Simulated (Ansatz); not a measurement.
Sr4Ti4O11 (cell charge +2, with a compensating background) (cell with a defect)

```
Sr Ti O
1.0
    -3.89113    3.89113    3.89113
     3.89113   -3.89113    3.89113
     3.89113    3.89113   -3.89113
Sr Ti O
4 4 11
Direct
  0.00135 0.00271 0.00135
  0.49865 0.50000 0.00135
  0.49865 0.99729 0.49865
  0.00135 0.50000 0.49865
  0.48458 0.50000 0.48458
  0.00000 0.00000 0.50000
  0.01542 0.50000 0.01542
  0.50000 0.00000 0.00000
  0.27510 0.25603 0.51906
  0.25000 0.00000 0.75000
  0.25000 0.50000 0.25000
  0.75000 0.00000 0.25000
  0.76303 0.74397 0.51906
  0.73697 0.25603 0.98094
  0.22490 0.74397 0.98094
  0.51906 0.25603 0.27510
  0.98094 0.74397 0.22490
  0.98094 0.25603 0.73697
  0.51906 0.74397 0.76303
```

Computed without spin polarisation.

Computed with DFT PBEsol, scalar-relativistic, plane waves, PAW in Ansatz 0.2.0.

Question: Predict the valence pseudo-density and electron localisation function between the atoms.

Answer: Sr–O (2.66 Å): the density is about 0.18 e/Å³ at the midpoint; the ELF is about 0.05 at the midpoint: an ionic contact with no shared pair.
Ti–O (1.92 Å): ρ is about 0.78 e/Å³ halfway; the ELF peaks at about 0.80 in the valence shell of O, 0.6 Å from its nucleus, and is about 0.20 at the midpoint (no shared electron pair shows on this line).
Ti–O (2.00 Å): ρ is about 0.63 e/Å³ halfway; the ELF peaks at about 0.80 in the valence shell of O, 0.6 Å from its nucleus, and is about 0.20 at the midpoint; no shared electron pair shows on this line.
Sr–O (2.85 Å): ρ at the midpoint is about 0.12 e/Å³; the ELF is about 0.05 at the midpoint; a largely ionic contact.

Question: Does the calculation make it a metal, or give it a gap?

Answer: It is gapped, with a Kohn–Sham gap of 1.8 eV on the k-point mesh, an upper bound to the gap of this method.

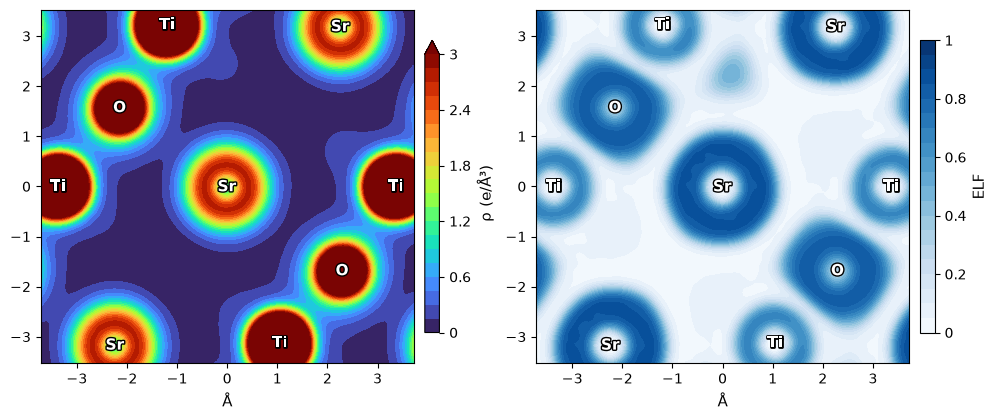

Computed valence pseudo-density and electron localisation function on the (100) plane of the calculation cell, in this order. 
